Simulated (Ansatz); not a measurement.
# Geometry relaxation, with input and output: Ag (part 1 of 2)

Ag (slab, 5 atoms in the cell), computed with DFT, LDA, PAW with Ansatz's default frozen-core files, scalar-relativistic, no spin polarisation (Ansatz 0.2.0).

It belongs to a series of runs on one base structure; here: atoms relaxed, PAW files. Figures and captions count atoms from 1; the log counts them from 0 in places.

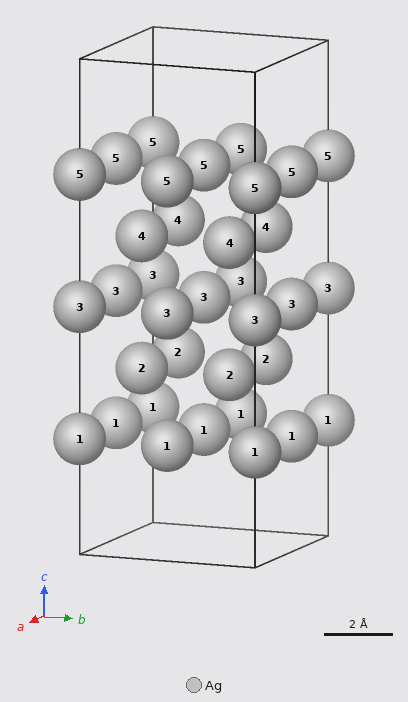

Figure 1. The structure as given in the input (spheres-only view of the 2 × 2 repeat of the cell, with the vacuum cut short, seen slightly off an axis; atoms are numbered from 1 in the order of the input).

### Summary

- outcome: converged
- electrons treated: 95
- free energy: −37289.4891 eV
- Fermi energy: 4.962 eV
- final volume: 192.21 Å³
- largest force (length of the vector) at the end: 0.005 eV/Å
- hardware: 2 threads of Arm Neoverse V2, 24 GiB of memory available, shared host
- wall time: 60 s (CPU time 2 min)
- peak memory: 0.51 GiB

### Notes

The program warns: the SCF threshold is looser than advised for the printed stress.

### Input file
```yaml
crystal:
  lattice:
    - [2.8297444621, 0.0, 0.0]
    - [0.0, 2.8297444621, 0.0]
    - [0.0, 0.0, 24.0037]
  atoms:
    - { symbol: Ag, position: [0.0, 0.0, 0.3332814111] }
    - { symbol: Ag, position: [0.5, 0.5, 0.4166407053] }
    - { symbol: Ag, position: [0.0, 0.0, 0.5] }
    - { symbol: Ag, position: [0.5, 0.5, 0.5833592947] }
    - { symbol: Ag, position: [0.0, 0.0, 0.6667185889] }
kpoints:
  mp_grid: { grid: [12, 12, 1] }
scf:
  occupations: { method: fermi_dirac, width: 0.1 }
hamiltonian:
  xc: lda
  pseudopotentials: { kind: paw }
output:
  forces: true
  stress: true
  eigenvalues: true
relax:
  f_tol: 0.01
  max_steps: 40
efield:
  axis: 3
  amplitude: 0
  dipole_correction: true
```

Launch command:
```bash
ansatz run input.yaml --threads 2 --pin off --max-ram 4096MiB --backend cpu --events-out ev --progress --plain --runs-dir out
```

### Log
```
Warning: output.stress: scf.convergence.dr2_threshold = 1e-7 eV (the SCF's general default) is looser than the 5e-10 eV advised for a printed stress (1e-10 eV for each atom of the cell: 5). What an SCF threshold leaves in a stress goes as its square root, and in the free energy as the threshold itself, and one threshold admits the most on a small cell: of the crystals measured, under no hybrid functional and no lock of the moments, on runs that ended without the residual-converged pass, on stresses that held no estimate of that error, the worst erred by over 100 MPa in a component at 1e-7 eV an atom and by under 5 at 1e-10. Every solve of this run answers to scf.convergence.dr2_threshold, and the tensor of one is reported: a single SCF on the reported geometry and on this run's grids (its basis.xc_grid and basis.ecutrho_ratio typed), with scf.convergence.dr2_threshold at 5e-10 eV or tighter, prints it and tightens no other solve. Else set scf.convergence.dr2_threshold to 5e-10 eV or tighter. The threshold is an SCF's pass mark: one that does not reach it within its budget of iterations ends unconverged, or closes short of it on a stop that the run arms, and scf.convergence.dr2_threshold's page says what that costs each kind of run
Engine: ansatz 0.2.0, aarch64-unknown-linux-gnu
Pseudopotentials: kind: paw
Pseudopotential: Ag, paw, valence charge 19, recommended cutoff 420 eV (normal), Ag.paw.azcp
Functional definition: SPW92
  exchange = slater_x
  correlation = pw_c
Crystal: 5 atoms, lattice volume = 192.209 Å³
Basis set: ecut = 420 eV, 3797 PW (Γ)
Bands: 57, of which v1, the nominal top of the filled ones, is band 48 counted from 1 (47 counted from 0)
Symmetry: 8 space group operations
k-points: 28 of 144
Non-local potential: Ag, projectors of the file, l = 0: 3, l = 1: 2, l = 2: 2, l = 3: 1
PAW form: soft (Blöchl's): semilocal exchange-correlation on the pseudo side does not see the compensation charge
PAW frozen core: Ag, regenerated for the run's functional, and the local potential with it (the file was generated under x = pbe(κ = 0.804, μ = 0.2195149727645171), c = pbe(β = 0.06672455060314922))
PAW one-centre angular grid: Ag, 590 points (default); XC on 64 Gauss nodes
Initial density: superposition of atomic densities (neutral atoms: chi_scale 0, normalization atom), corrected by the library's trained network
Initial wavefunctions: pseudopotential atomic-orbital guess
Functional: x = slater, c = lda
SCF iter   1: F=—  HF=-37289.514410 eV  |F-HF|=—  |Δ(HF+E_count)|=         —  Δρ=8.88e-3  dr2=1.34e-1  ethr=1.77e-3  p=0.000 e·Å  D=2.20e-13 V/Å  ΔV_dip=-0.00 eV  dr2_dipole=1.76e-7  V_vac-E_F(+/−)=4.61/4.61 eV  ⟨swp⟩=7.8  Hψ=6674  notcnv=0  defer=27
efield: sawtooth ramp at fractional position 0.9500 (placed from the atoms, in the widest stretch of the axis that holds none; the zero of the levels goes with the place), width 0.1000; the density the first Hamiltonian is built on has a dipole p = 0.000 e·Å; the dipole correction subtracts the counter field D = 2.20e-13 V/Å, which shifts the + side's vacuum level by -0.00 eV against the − side's; the planar-averaged density in the ramp window peaks in size at 6.1e-6 e/Å³
preconditioner: auto → LDOS  [metal: Δε(μ)=0.078 eV  Ē_g=9.436 eV  σ=0.100 eV  W_gap=0.19  n_scr=46 (ndim 8)  ℏωp=19.9 eV  f_vac=0.537  D(μ)=1.28/eV (n_scr^D=8)  β→1.0]
SCF iter   2: F=—  HF=-37289.564532 eV  |F-HF|=—  |Δ(HF+E_count)|=   5.01e-2  Δρ=1.33e-2  dr2=2.71e-1  ethr=1.41e-4  p=-0.000 e·Å  D=-7.35e-6 V/Å  ΔV_dip=0.00 eV  dr2_dipole=1.47e-7  V_vac-E_F(+/−)=4.78/4.78 eV  ⟨swp⟩=2.6  Hψ=3426  notcnv=0  defer=78
SCF iter   3: F=—  HF=-37289.481710 eV  |F-HF|=—  |Δ(HF+E_count)|=   8.28e-2  Δρ=1.05e-3  dr2=1.77e-3  ethr=1.41e-4  p=-0.000 e·Å  D=-8.63e-6 V/Å  ΔV_dip=0.00 eV  dr2_dipole=7.80e-8  V_vac-E_F(+/−)=4.70/4.70 eV  ⟨swp⟩=2.0  Hψ=3034  notcnv=0  defer=78
SCF iter   4: F=—  HF=-37289.480812 eV  |F-HF|=—  |Δ(HF+E_count)|=   8.98e-4  Δρ=2.13e-4  dr2=1.10e-4  ethr=1.87e-6  p=-0.000 e·Å  D=-1.04e-6 V/Å  ΔV_dip=0.00 eV  dr2_dipole=4.83e-10  V_vac-E_F(+/−)=4.68/4.68 eV  ⟨swp⟩=3.0  Hψ=3125  notcnv=0  defer=78
SCF iter   5: F=—  HF=-37289.480793 eV  |F-HF|=—  |Δ(HF+E_count)|=   1.89e-5  Δρ=5.92e-5  dr2=5.66e-6  ethr=1.16e-7  p=-0.000 e·Å  D=-5.81e-7 V/Å  ΔV_dip=0.00 eV  dr2_dipole=3.51e-10  V_vac-E_F(+/−)=4.68/4.68 eV  ⟨swp⟩=2.6  Hψ=3058  notcnv=0  defer=78
iter 6 did not close the SCF: its close was put off until two iterations running show no level that it waits for move by more than its bar (scf_convergence_deferred on its scf_iter line)
SCF iter   6: F=-37289.480792 eV  HF=-37289.480792 eV  |F-HF|=4.25e-7  |Δ(HF+E_count)|=   1.12e-6  Δρ=1.66e-5  dr2=6.06e-7  ethr=2.63e-9  p=-0.000 e·Å  D=-1.75e-7 V/Å  ΔV_dip=0.00 eV  dr2_dipole=2.97e-11  V_vac-E_F(+/−)=4.68/4.68 eV  ⟨swp⟩=13.7  Hψ=7705  notcnv=0
iter 7 did not close the SCF: its close was put off until two iterations running show no level that it waits for move by more than its bar (scf_convergence_deferred on its scf_iter line)
SCF iter   7: F=-37289.480792 eV  HF=-37289.480792 eV  |F-HF|=9.58e-9  |Δ(HF+E_count)|=   4.11e-8  Δρ=5.00e-6  dr2=4.00e-8  ethr=6.38e-10  p=0.000 e·Å  D=3.34e-8 V/Å  ΔV_dip=-0.00 eV  dr2_dipole=1.41e-12  V_vac-E_F(+/−)=4.68/4.68 eV  ⟨swp⟩=5.1  Hψ=6077  notcnv=0
SCF iter   8: F=-37289.480792 eV  HF=-37289.480792 eV  |F-HF|=3.64e-10  |Δ(HF+E_count)|=   9.87e-9  Δρ=1.61e-6  dr2=3.52e-9  ethr=4.21e-11  p=0.000 e·Å  D=1.75e-8 V/Å  ΔV_dip=-0.00 eV  dr2_dipole=6.76e-13  V_vac-E_F(+/−)=4.68/4.68 eV  ⟨swp⟩=3.2  Hψ=4852  notcnv=0
SCF 1 converged in 8 iterations: F = -37289.480792 eV  dr2 = 3.52e-9
  greatest PAW one-centre occupation: 1.002 electrons in one spin orbital (limit 2), on the Ag atom at site 2 (counted from 0), in its partial waves of l = 0
relax step   1: F+E_penalty+E_count = -37289.48079199 eV  Δ(F+E_penalty+E_count) = +0.000e0 eV  max|allowed force component| = 1.753e-1 eV/Å  Δτ_max = 0.0000 Å  (8 SCF iters, dr2 threshold 2.50e-6 eV, accepted)
Initial density: handed on by an earlier stage of this run
Initial wavefunctions: those handed on with the density
iter 1 solved again at ethr=8.44e-6 eV; its pass at ethr=3.10e-3 eV (dr2=8.02e-3 eV) is discarded
SCF iter   1: F=—  HF=-37289.489533 eV  |F-HF|=—  |Δ(HF+E_count)|=         —  Δρ=2.33e-3  dr2=8.60e-3  ethr=8.44e-6  p=0.000 e·Å  D=1.75e-8 V/Å  ΔV_dip=-0.00 eV  dr2_dipole=1.30e-12  V_vac-E_F(+/−)=4.67/4.67 eV  ⟨swp⟩=2.6  Hψ=5642  notcnv=0  defer=79
efield: sawtooth ramp at fractional position 0.9500 (handed on by an earlier solve), width 0.1000; the density the first Hamiltonian is built on has a dipole p = 0.000 e·Å; the dipole correction subtracts the counter field D = 1.75e-8 V/Å, which shifts the + side's vacuum level by -0.00 eV against the − side's; the planar-averaged density in the ramp window peaks in size at 1.3e-6 e/Å³
preconditioner: auto → LDOS  [metal: Δε(μ)=0.131 eV  Ē_g=9.624 eV  σ=0.100 eV  W_gap=0.32  n_scr=46 (ndim 8)  ℏωp=19.9 eV  f_vac=0.543  D(μ)=1.28/eV (n_scr^D=8)  β→1.0]
SCF iter   2: F=—  HF=-37289.490085 eV  |F-HF|=—  |Δ(HF+E_count)|=   5.52e-4  Δρ=2.34e-3  dr2=1.59e-2  ethr=8.44e-6  p=-0.000 e·Å  D=-6.25e-7 V/Å  ΔV_dip=0.00 eV  dr2_dipole=4.27e-11  V_vac-E_F(+/−)=4.72/4.72 eV  ⟨swp⟩=2.4  Hψ=2850  notcnv=0  defer=79
SCF iter   3: F=—  HF=-37289.486546 eV  |F-HF|=—  |Δ(HF+E_count)|=   3.54e-3  Δρ=4.29e-4  dr2=3.19e-4  ethr=8.44e-6  p=-0.000 e·Å  D=-4.29e-9 V/Å  ΔV_dip=0.00 eV  dr2_dipole=7.55e-14  V_vac-E_F(+/−)=4.67/4.67 eV  ⟨swp⟩=2.0  Hψ=2523  notcnv=0  defer=79
SCF iter   4: F=—  HF=-37289.486500 eV  |F-HF|=—  |Δ(HF+E_count)|=   4.56e-5  Δρ=2.15e-4  dr2=7.83e-5  ethr=3.35e-7  p=-0.000 e·Å  D=-1.88e-8 V/Å  ΔV_dip=0.00 eV  dr2_dipole=2.64e-13  V_vac-E_F(+/−)=4.67/4.67 eV  ⟨swp⟩=2.6  Hψ=2506  notcnv=0  defer=79
SCF iter   5: F=—  HF=-37289.486481 eV  |F-HF|=—  |Δ(HF+E_count)|=   1.85e-5  Δρ=3.09e-5  dr2=1.97e-6  ethr=8.24e-8  p=-0.000 e·Å  D=-5.24e-9 V/Å  ΔV_dip=0.00 eV  dr2_dipole=2.95e-15  V_vac-E_F(+/−)=4.67/4.67 eV  ⟨swp⟩=2.6  Hψ=2860  notcnv=0  defer=79
iter 6 did not close the SCF: its close was put off until two iterations running show no level that it waits for move by more than its bar (scf_convergence_deferred on its scf_iter line)
SCF iter   6: F=-37289.486481 eV  HF=-37289.486481 eV  |F-HF|=3.68e-8  |Δ(HF+E_count)|=   1.10e-8  Δρ=9.73e-6  dr2=1.93e-7  ethr=2.02e-9  p=-0.000 e·Å  D=-3.76e-9 V/Å  ΔV_dip=0.00 eV  dr2_dipole=1.29e-14  V_vac-E_F(+/−)=4.67/4.67 eV  ⟨swp⟩=13.0  Hψ=7214  notcnv=0
iter 7 did not close the SCF: its close was put off until two iterations running show no level that it waits for move by more than its bar (scf_convergence_deferred on its scf_iter line)
SCF iter   7: F=-37289.486482 eV  HF=-37289.486482 eV  |F-HF|=1.72e-9  |Δ(HF+E_count)|=   5.65e-8  Δρ=2.14e-6  dr2=8.93e-9  ethr=2.03e-10  p=0.000 e·Å  D=1.01e-9 V/Å  ΔV_dip=-0.00 eV  dr2_dipole=1.42e-18  V_vac-E_F(+/−)=4.67/4.67 eV  ⟨swp⟩=3.5  Hψ=4863  notcnv=0
SCF iter   8: F=-37289.486482 eV  HF=-37289.486482 eV  |F-HF|=7.20e-10  |Δ(HF+E_count)|=   1.72e-9  Δρ=1.01e-6  dr2=1.75e-9  ethr=9.40e-12  p=-0.000 e·Å  D=-4.84e-10 V/Å  ΔV_dip=0.00 eV  dr2_dipole=7.09e-17  V_vac-E_F(+/−)=4.67/4.67 eV  ⟨swp⟩=1.8  Hψ=4756  notcnv=0
SCF 2 converged in 8 iterations: F = -37289.486482 eV  dr2 = 1.75e-9
relax step   2: F+E_penalty+E_count = -37289.48648153 eV  Δ(F+E_penalty+E_count) = -5.690e-3 eV  max|allowed force component| = 1.062e-1 eV/Å  Δτ_max = 0.0695 Å  (8 SCF iters, dr2 threshold 1.92e-6 eV, accepted)
```
